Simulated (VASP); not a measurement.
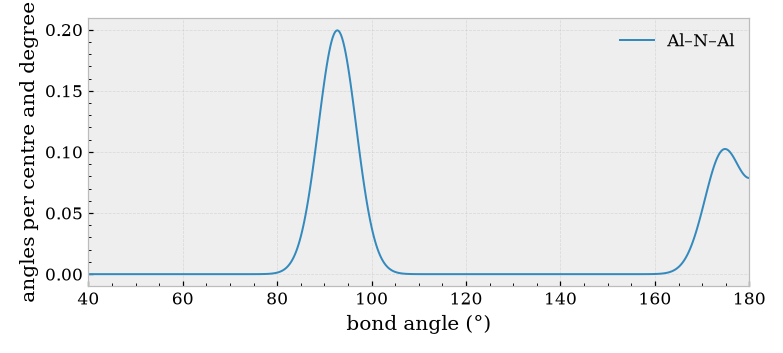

Bond-angle distributions computed from the structure of ScAlN2; each angle is a Gaussian of σ = 4.0°. Bonds counted: Al–N up to 2.34 Å. Basis of the simulation: a cell listed in the Materials Project, as set up for an electronic-structure calculation.

Where do the angles cluster?

Answer. Al–N–Al: 93° (2 per centre); 175° (1 per centre)

The structure has space group I4_1/amd (No. 141); other forms of this composition would give other results.
